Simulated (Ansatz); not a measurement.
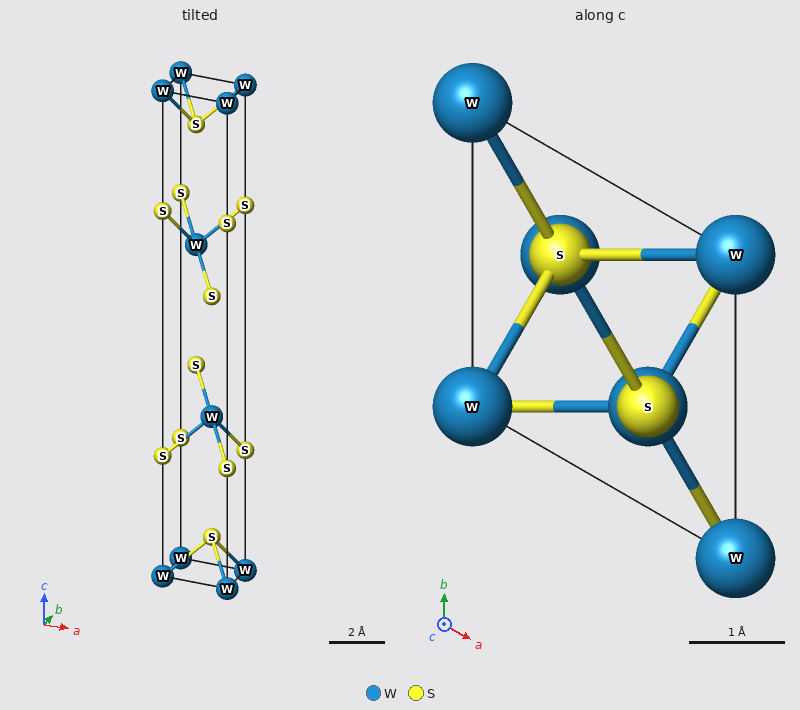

The figure gives a ball-and-stick picture of the atoms, viewed slightly off an axis and along the c axis. Atoms at the boundary of the conventional unit cell (the box) are drawn once for each face, edge or corner they touch.

WS$_{2}$, space group R-3m (No. 166), a = 3.20 Å, b = 3.20 Å, c = 18.26 Å, α = 90.00°, β = 90.00°, γ = 120.00°.

Theory: DFT, HSE06, plane waves, PAW (Ansatz 0.2.0). Numerical settings: wavefunction cutoff 420 eV, k-points about 0.38 Å⁻¹ apart, Fermi-Dirac smearing of 0.02 eV, no spin polarisation.

> Metal or not?

A metal: bands cross the Fermi level.

> What is the computed pressure?

The computed pressure is -1.2 GPa (stretched: it would shrink).

The initial geometry was a structure type filled with these elements by a generator (whether the compound takes this form wasn't checked). Earlier steps of the study, as a rule a relaxation of our own, may have changed the cell and positions, so they can lie some per cent off the listed ones. A calculation with Ansatz used it as input.
